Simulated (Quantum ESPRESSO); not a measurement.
# NaF (Villiaumite): modes at Γ and the response to a field, part 2 of 4

Aim: the zone-centre modes of NaF (Villiaumite).

Quantum ESPRESSO 7.5; DFT LDA, scalar-relativistic, plane waves, PseudoDojo norm-conserving pseudopotentials.

So far. Step 2 (A probe with smearing): A gap of 6.0 eV opens on this mesh, so the crystal is taken as an insulator; the start stands at -4.5 GPa. Step 4 (Ground state): The cell stands at -0.0070 GPa, close enough for phonons.

**5. Linear response at Γ**

At q = 0 one unit cell holds all displacements; symmetry groups them into irreducible representations that are solved one by one. The response to a field gives ε∞ and the Born charges, which polar modes need.

The input, ph.in:

```
phonons
&INPUTPH
  prefix = 'x'
  outdir = './tmp'
  fildyn = 'g.dyn'
  tr2_ph = 1.0d-18
  epsil  = .true.
/
0.000000000000 0.000000000000 0.000000000000
```

Run with:

```
> OMP_NUM_THREADS=1 mpirun -n 4 ph.x -nk 4 -in ph.in > ph.out
```

Log:

```text
[banners, grids, parts of the stress and lines that vanish by symmetry left out]
[banner, memory and clock lines left out]
Program PHONON v.7.5

     ./tmp/x.save/

     IMPORTANT: XC functional enforced from input :
     Exchange-correlation= PW
                           (   1   4   0   0   0   0   0)
     Any further DFT definition will be discarded
     Please, verify this is what you really want

     G-vector sticks info

     Reading collected, re-writing distributed wavefunctions in ./tmp/

     Number and degeneracy of irreps per q-point
       N         xq(1)         xq(2)         xq(3)   N irreps
       1   0.000000000   0.000000000   0.000000000       2
        3   3

     Calculation of q =    0.0000000   0.0000000   0.0000000

     phonons

     bravais-lattice index     =            2
     lattice parameter (alat)  =       8.5078  a.u.
     unit-cell volume          =     153.9526 (a.u.)^3
     number of atoms/cell      =            2
     number of atomic types    =            2
     kinetic-energy cut-off    =      97.0000  Ry
     charge density cut-off    =     388.0000  Ry
     convergence threshold     =      1.0E-18
     beta                      =       0.7000
     number of iterations used =            4
     Exchange-correlation= PW
                           (   1   4   0   0   0   0   0)

     celldm(1)=    8.50777  celldm(2)=    0.00000  celldm(3)=    0.00000
     celldm(4)=    0.00000  celldm(5)=    0.00000  celldm(6)=    0.00000

     crystal axes: (cart. coord. in units of alat)
               a(1) = ( -0.5000  0.0000  0.5000 )
               a(2) = (  0.0000  0.5000  0.5000 )
               a(3) = ( -0.5000  0.5000  0.0000 )

     reciprocal axes: (cart. coord. in units 2 pi/alat)
               b(1) = ( -1.0000 -1.0000  1.0000 )
               b(2) = (  1.0000  1.0000  1.0000 )
               b(3) = ( -1.0000  1.0000 -1.0000 )

     Atoms inside the unit cell:

     Cartesian axes

     site n.  atom      mass           positions (alat units)
        1  Na     22.9898   tau(    1) = (    0.00000    0.00000    0.00000  )
        2  F      18.9984   tau(    2) = (   -0.50000    0.50000    0.50000  )

     Computing dynamical matrix for
                    q = (   0.0000000   0.0000000   0.0000000 )

     49 Sym.Ops. (with q -> -q+G )

     G cutoff =  711.3827  (  19795 G-vectors)     FFT grid: ( 40, 40, 40)
     number of k points=    29
                       cart. coord. in units 2pi/alat
        k(    1) = (   0.0000000   0.0000000   0.0000000), wk =   0.0039062
        k(    2) = (  -0.1250000   0.1250000  -0.1250000), wk =   0.0312500
        k(    3) = (  -0.2500000   0.2500000  -0.2500000), wk =   0.0312500
        [... further k-points left out ...]

     PseudoPot. # 1 for Na read from file:
     ./pseudo/Na.upf
     Pseudo is Norm-conserving, Zval =  9.0
     Using radial grid of 1968 points,  4 beta functions with:
                l(1) =   0
                l(2) =   0
                l(3) =   1
                l(4) =   1

     PseudoPot. # 2 for F  read from file:
     ./pseudo/F.upf
     Pseudo is Norm-conserving + core correction, Zval =  7.0
     Using radial grid of  824 points,  5 beta functions with:
                l(1) =   0
                l(2) =   0
                l(3) =   1
                l(4) =   1
                l(5) =   2

     Mode symmetry, O_h (m-3m)  point group:

     Electric field:
     Dielectric constant
     Born effective charges as d Force / d E

     Atomic displacements:
     There are    2 irreducible representations

     Representation     1      3 modes -  To be done

     Representation     2      3 modes -  To be done

     Alpha used in Ewald sum =   2.8000

     Electric Fields Calculation

      iter #   1   av.it.:   5.4
      thresh= 1.000E-02 alpha_mix =  0.700 |ddv_scf|^2 =  3.481E-09

      iter #   2   av.it.:  11.0
      thresh= 5.900E-06 alpha_mix =  0.700 |ddv_scf|^2 =  5.873E-11

      iter #   3   av.it.:  11.0
      thresh= 7.664E-07 alpha_mix =  0.700 |ddv_scf|^2 =  3.257E-12

      iter #   4   av.it.:  11.0
      thresh= 1.805E-07 alpha_mix =  0.700 |ddv_scf|^2 =  5.103E-14

      iter #   5   av.it.:  10.9
      thresh= 2.259E-08 alpha_mix =  0.700 |ddv_scf|^2 =  7.203E-17

      iter #   6   av.it.:  11.4
      thresh= 8.487E-10 alpha_mix =  0.700 |ddv_scf|^2 =  1.659E-18

      iter #   7   av.it.:  11.2
      thresh= 1.288E-10 alpha_mix =  0.700 |ddv_scf|^2 =  1.150E-20

     End of electric fields calculation

          Dielectric constant in cartesian axis

          (       1.930666886       0.000000000       0.000000000 )
          (       0.000000000       1.930666886      -0.000000000 )
          (       0.000000000      -0.000000000       1.930666886 )

          Effective charges (d Force / dE) in cartesian axis without acoustic sum rule applied (asr)

           atom    1  Na    Mean Z*:        0.99905
      Ex  (        0.99905        0.00000        0.00000 )
      Ey  (       -0.00000        0.99905       -0.00000 )
      Ez  (        0.00000       -0.00000        0.99905 )
           atom    2  F     Mean Z*:       -0.99842
      Ex  (       -0.99842        0.00000        0.00000 )
      Ey  (        0.00000       -0.99842       -0.00000 )
      Ez  (        0.00000       -0.00000       -0.99842 )

          Effective charges Sum: Mean:        0.00063
              0.00063        0.00000        0.00000
              0.00000        0.00063       -0.00000
              0.00000       -0.00000        0.00063

          Effective charges (d Force / dE) in cartesian axis with asr applied:
           atom    1  Na    Mean Z*:        0.99874
      E*x (        0.99874       -0.00000        0.00000 )
      E*y (       -0.00000        0.99874        0.00000 )
      E*z (       -0.00000       -0.00000        0.99874 )
           atom    2  F     Mean Z*:       -0.99874
      E*x (       -0.99874        0.00000       -0.00000 )
      E*y (        0.00000       -0.99874        0.00000 )
      E*z (        0.00000        0.00000       -0.99874 )

     Representation #   1 modes #   1   2   3

     Self-consistent Calculation

      iter #   1   av.it.:   6.7
      thresh= 1.000E-02 alpha_mix =  0.700 |ddv_scf|^2 =  1.183E-06

      iter #   2   av.it.:  10.9
      thresh= 1.088E-04 alpha_mix =  0.700 |ddv_scf|^2 =  1.443E-09

      iter #   3   av.it.:  11.6
      thresh= 3.798E-06 alpha_mix =  0.700 |ddv_scf|^2 =  5.614E-11

      iter #   4   av.it.:  11.6
      thresh= 7.493E-07 alpha_mix =  0.700 |ddv_scf|^2 =  6.957E-13

      iter #   5   av.it.:  11.4
      thresh= 8.341E-08 alpha_mix =  0.700 |ddv_scf|^2 =  6.526E-16

      iter #   6   av.it.:  11.6
      thresh= 2.555E-09 alpha_mix =  0.700 |ddv_scf|^2 =  3.411E-17

      iter #   7   av.it.:  11.4
      thresh= 5.841E-10 alpha_mix =  0.700 |ddv_scf|^2 =  1.535E-19

     End of self-consistent calculation

     Convergence has been achieved

     Representation #   2 modes #   4   5   6

     Self-consistent Calculation

      iter #   1   av.it.:   7.0
      thresh= 1.000E-02 alpha_mix =  0.700 |ddv_scf|^2 =  2.125E-06

      iter #   2   av.it.:  11.0
      thresh= 1.458E-04 alpha_mix =  0.700 |ddv_scf|^2 =  8.253E-09

      iter #   3   av.it.:  11.3
      thresh= 9.085E-06 alpha_mix =  0.700 |ddv_scf|^2 =  3.308E-11

      iter #   4   av.it.:  11.5
      thresh= 5.751E-07 alpha_mix =  0.700 |ddv_scf|^2 =  1.285E-12

      iter #   5   av.it.:  11.5
      thresh= 1.134E-07 alpha_mix =  0.700 |ddv_scf|^2 =  6.417E-15

      iter #   6   av.it.:  11.6
      thresh= 8.011E-09 alpha_mix =  0.700 |ddv_scf|^2 =  8.903E-18

      iter #   7   av.it.:  11.5
      thresh= 2.984E-10 alpha_mix =  0.700 |ddv_scf|^2 =  4.812E-19

     End of self-consistent calculation

     Convergence has been achieved

     Number of q in the star =    1
     List of q in the star:
          1   0.000000000   0.000000000   0.000000000

          Dielectric constant in cartesian axis

          (       1.930666886       0.000000000       0.000000000 )
          (       0.000000000       1.930666886      -0.000000000 )
          (       0.000000000      -0.000000000       1.930666886 )

          Effective charges (d Force / dE) in cartesian axis without acoustic sum rule applied (asr)

           atom    1  Na    Mean Z*:        0.99905
      Ex  (        0.99905        0.00000        0.00000 )
      Ey  (       -0.00000        0.99905       -0.00000 )
      Ez  (        0.00000       -0.00000        0.99905 )
           atom    2  F     Mean Z*:       -0.99842
      Ex  (       -0.99842        0.00000        0.00000 )
      Ey  (        0.00000       -0.99842       -0.00000 )
      Ez  (        0.00000       -0.00000       -0.99842 )

          Effective charges Sum: Mean:        0.00063
              0.00063        0.00000        0.00000
              0.00000        0.00063       -0.00000
              0.00000       -0.00000        0.00063

          Effective charges (d Force / dE) in cartesian axis with asr applied:
           atom    1  Na    Mean Z*:        0.99874
      E*x (        0.99874       -0.00000        0.00000 )
      E*y (       -0.00000        0.99874        0.00000 )
      E*z (       -0.00000       -0.00000        0.99874 )
           atom    2  F     Mean Z*:       -0.99874
      E*x (       -0.99874        0.00000       -0.00000 )
      E*y (        0.00000       -0.99874        0.00000 )
      E*z (        0.00000        0.00000       -0.99874 )

     Diagonalizing the dynamical matrix

     q = (    0.000000000   0.000000000   0.000000000 )

 **************************************************************************
     freq (    1) =       0.104483 [THz] =       3.485173 [cm-1]
     freq (    2) =       0.104483 [THz] =       3.485173 [cm-1]
     freq (    3) =       0.104483 [THz] =       3.485173 [cm-1]
     freq (    4) =       8.276567 [THz] =     276.076555 [cm-1]
     freq (    5) =       8.276567 [THz] =     276.076555 [cm-1]
     freq (    6) =       8.276567 [THz] =     276.076555 [cm-1]
 **************************************************************************

     Mode symmetry, O_h (m-3m)  point group:

     freq (   1-   3) =          3.5  [cm-1]   --> T_1u G_15  G_4- I
     freq (   4-   6) =        276.1  [cm-1]   --> T_1u G_15  G_4- I
```

Run time: 70 s. Hardware: 4 MPI ranks of Arm Neoverse V1, shared host; 4.6 min of CPU time.

Numbers from this step:

```
miss of the charge sum rule                                       : 6.30e-4 e
largest acoustic frequency at the zone centre before the sum rule : 3.49 cm⁻¹
highest optical zone-centre mode (no LO-TO term)                  : 276.1 cm⁻¹
lowest optical zone-centre mode                                   : 276.1 cm⁻¹
mean high-frequency dielectric constant                           : 1.931
largest Born charge in size (third of the trace)                  : 0.999 e
```

Born charge (rows field, columns displacement), before the sum rule (e), principal values of the symmetric part by kind of site:

```tsv
atom	atoms with these values	low	middle	high	mean
Na1	1	0.9990	0.9990	0.9990	0.9990
F2	1	-0.9984	-0.9984	-0.9984	-0.9984
```

In full for Na1:

```
0.9990 0.0000 0.0000
0.0000 0.9990 0.0000
0.0000 0.0000 0.9990
```

High-frequency dielectric tensor:

```
1.93 0.00 0.00
0.00 1.93 0.00
0.00 0.00 1.93
```

The acoustic modes at Γ come out as far as 3.5 cm⁻¹ from zero, where they should vanish, a small numerical error; the Born charges miss their sum rule by 6.3e-4 e, which is good.

**6. Zone-centre analysis**

A rigid shift of the crystal must cost nothing, but grids and finite bases break this; the acoustic sum rule is imposed before the matrix is diagonalised again. With Born charges the intensities follow, and the static dielectric tensor.

The input, dynmat.in:

```
&INPUT
  fildyn = 'g.dyn'
  asr    = 'simple'
  fileig = 'dynmat.eig'
  lperm  = .true.
/
```

Run with:

```
> dynmat.x -in dynmat.in > dynmat.out
```

Log:

```text
[banner, memory and clock lines left out]
Program DYNMAT v.7.5

     Reading Dynamical Matrix from file g.dyn
     ...Force constants read
     ...epsilon and Z* read
     A direction for q was not specified:TO-LO splitting will be absent

     Polarizability (A^3 units)
     multiply by 0.763229 for Clausius-Mossotti correction
         1.689564    0.000000    0.000000
         0.000000    1.689564   -0.000000
         0.000000   -0.000000    1.689564

     IR activities are in (D/A)^2/amu units

# mode   [cm-1]    [THz]      IR
    1     -0.00   -0.0000    0.0000
    2     -0.00   -0.0000    0.0000
    3     -0.00   -0.0000    0.0000
    4    276.06    8.2761    2.2123
    5    276.06    8.2761    2.2123
    6    276.06    8.2761    2.2123

Electronic dielectric permittivity tensor (relative, adimensional)
         1.930667    0.000000    0.000000
         0.000000    1.930667   -0.000000
         0.000000   -0.000000    1.930667

 ... with zone-center polar mode contributions
         4.644616    0.000000    0.000000
         0.000000    4.644616    0.000000
         0.000000    0.000000    4.644616
```

It took 0.46 s on 1 thread.

Numbers from this step:

```yaml
mean_static_dielectric_constant: 4.645
```

Unit eigenvectors of the mass-weighted matrix after the sum rule; no LO-TO term. The modes at Γ (shares of kinetic energy by element, %):

```tsv
mode	frequency (cm⁻¹)	symmetry	Na %	F %
1	0.0	acoustic	55	45
2	0.0	acoustic	55	45
3	0.0	acoustic	55	45
4	276.1	T1u	45	55
5	276.1	T1u	45	55
6	276.1	T1u	45	55
```

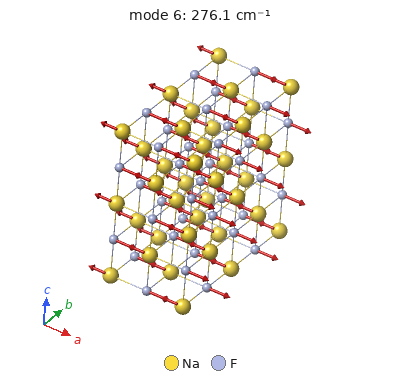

Displacement patterns of mode 6 at Γ; arrows are exaggerated. 1×2×2 conventional cells are drawn. Some periodic images of atoms are drawn too.

Degenerate modes summed, no LO-TO term. Infrared lines, with heights relative to the strongest:

```tsv
position (cm⁻¹)	lines merged	label	IR intensity, relative
276	3	T1u	100
```

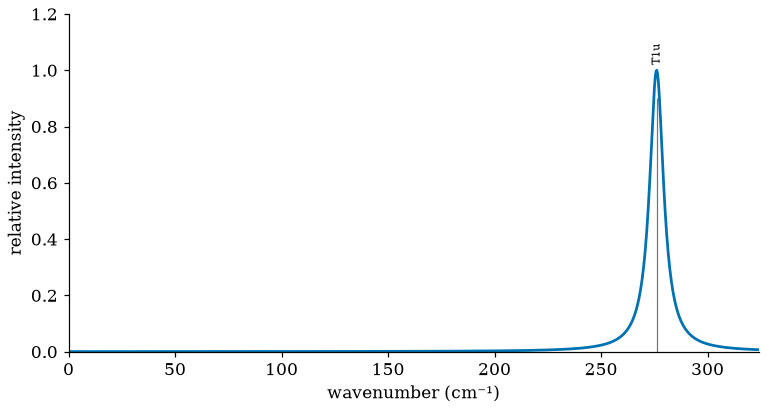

The infrared spectrum, broadened with Lorentzians of width 8 cm⁻¹; bars mark the lines.

Static dielectric tensor (ions relaxed, fixed cell):

```
4.64 0.00 0.00
0.00 4.64 0.00
0.00 0.00 4.64
```

The rule moves no optical mode by more than 0.1 cm⁻¹.

**7. Modes along a direction of q (1 0 0)**

A longitudinal polar mode sets up a macroscopic field that stiffens it; the term hangs on the direction from which q goes to zero.

The input, dynmat.in:

```
&INPUT
  fildyn = 'g.dyn'
  asr    = 'simple'
  fileig = 'dynmat.eig'
  q(1)   = 1.0
  q(2)   = 0.0
  q(3)   = 0.0
/
```

Run with:

```
> dynmat.x -in dynmat.in > dynmat.out
```

Log:

```text
[banner, memory and clock lines left out]
Program DYNMAT v.7.5

     Reading Dynamical Matrix from file g.dyn
     ...Force constants read
     ...epsilon and Z* read

     Polarizability (A^3 units)
     multiply by 0.763229 for Clausius-Mossotti correction
         1.689564    0.000000    0.000000
         0.000000    1.689564   -0.000000
         0.000000   -0.000000    1.689564

     IR activities are in (D/A)^2/amu units

# mode   [cm-1]    [THz]      IR
    1     -0.00   -0.0000    0.0000
    2     -0.00   -0.0000    0.0000
    3      0.00    0.0000    0.0000
    4    276.06    8.2761    2.2123
    5    276.06    8.2761    2.2123
    6    428.18   12.8365    2.2123
```

Elapsed: 0.46 s, on 1 thread.

Read from the output:

- highest mode moved by the LO-TO term: 428.2 cm⁻¹

Zone-centre frequencies as printed; negative means imaginary. Modes:

```tsv
mode	frequency (cm⁻¹)
1	0
2	0
3	0
4	276.1
5	276.1
6	428.2
```

The field moves one mode, from 276 to 428 cm⁻¹; the others stay.

**8. Self-consistent run for the response, volume × 0.94**

Bonds stiffen under compression, so frequencies follow the volume; the atoms are not relaxed anew.

The input, scf.in:

```
&CONTROL
  calculation = 'scf'
  prefix      = 'x'
  outdir      = './tmp'
  pseudo_dir  = './pseudo'
  tprnfor     = .true.
  tstress     = .true.
/
&SYSTEM
  ibrav       = 2
  celldm(1)   = 8.33409163
  nat         = 2
  ntyp        = 2
  ecutwfc     = 97.0
  occupations = 'fixed'
  nbnd        = 10
/
&ELECTRONS
  conv_thr         = 1.0d-12
  mixing_beta      = 0.7
  electron_maxstep = 100
/
ATOMIC_SPECIES
 Na     22.9898  Na.upf
 F      18.9984  F.upf
ATOMIC_POSITIONS crystal
 Na     0.000000000   0.000000000   0.000000000
 F      0.500000000   0.500000000   0.500000000
K_POINTS automatic
 8 8 8 0 0 0
```

Run with:

```
> OMP_NUM_THREADS=1 mpirun -n 4 pw.x -nk 4 -in scf.in > scf.out
```

Log:

```text
[banners, grids, parts of the stress and lines that vanish by symmetry left out]
[banner, memory and clock lines left out]
Program PWSCF v.7.5

[...]
kinetic-energy cutoff     =      97.0000  Ry
     charge density cutoff     =     388.0000  Ry
     scf convergence threshold =      1.0E-12
[...]
Exchange-correlation= SLA  PW   NOGX NOGC
                           (   1   4   0   0   0   0   0)
[...]
48 Sym. Ops., with inversion, found
[...]
number of k points=    29
[...]
End of self-consistent calculation
[...]
highest occupied, lowest unoccupied level (ev):     1.6926    8.5565
!    total energy              =    -140.61582960 Ry
[...]
convergence has been achieved in  10 iterations
[...]
atom    1 type  1   force =     0.00000000    0.00000000    0.00000000
     atom    2 type  2   force =    -0.00000000    0.00000000   -0.00000000
     Total force =     0.000000     Total SCF correction =     0.000000
[...]
total   stress  (Ry/bohr**3)                   (kbar)     P=       43.81
[...]
XML data file, charge density, pseudopotentials, collected wavefunctions
```

Elapsed: 4.1 s, on 4 MPI ranks.

Read from the output:

| Property | Result |
| --- | --- |
| volume per atom | 10.72 Å³ |
| pressure | 4.381 GPa |
| gap on the k-mesh | 6.864 eV |

(Part 2 of 4 ends here.)

[Host names and launcher messages were left out of these logs when they were recorded.]

[Logs are printed without paths, hosts, clocks, repeated set-up lines and the standing remarks that a program may print on its own settings, such as how far it seeks lower states.]

[Hosts, paths, dates, database ids (printed as entryN), source tags and the programs' standing remarks are cut or masked in the printed files.]
